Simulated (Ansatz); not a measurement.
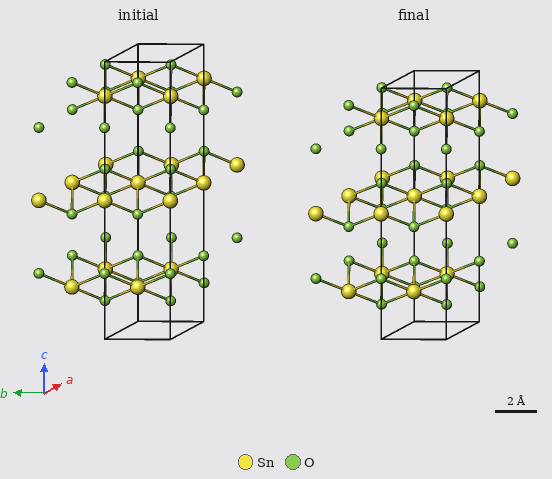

The structure of a crystal of SnO₂ (set up in R-3m) (coarse preliminary run) before (left) and after (right) a relaxation, at one scale.

The picture is a ball-and-stick view of the conventional cell (3 times the calculation's cell), repeated 2 × 2 × 1 with one cell outlined, seen from a free direction. Lengths and directions refer to the drawn axes.

Method: DFT r2SCAN, scalar-relativistic, plane waves, PAW in Ansatz. (plane-wave cutoff 500 eV; k-point mesh 6 × 6 × 6; occupations gaussian; smearing width 0.1 eV; no spin polarisation; cell and atoms relaxed; force threshold 0.05 eV/Å; at most 80 steps)

Summarise the run.

After 4 accepted moves (5 points after the start) the energy has fallen by 21.8 meV per atom. Largest force component: 0.63 eV/Å at the start, 0.0026 eV/Å at the end. The pressure goes from −7.18 to 0.12 GPa. At 1 point the geometry stayed and the basis and grid were re-selected for the new cell (energy shift of 0.8 meV per atom at most each time). The largest moves relative to the cell, 0.056 Å, are those of O atoms. Sn stays in place. The drawn cell changes as follows: a = b 3.234 → 3.209 Å (−0.8 %), c 14.402 → 13.026 Å (−9.5 %); the volume changes by −10.9 %. Some distances before and after: O–Sn 2.125 → 2.093 Å. The space group stays R-3m (No. 166).
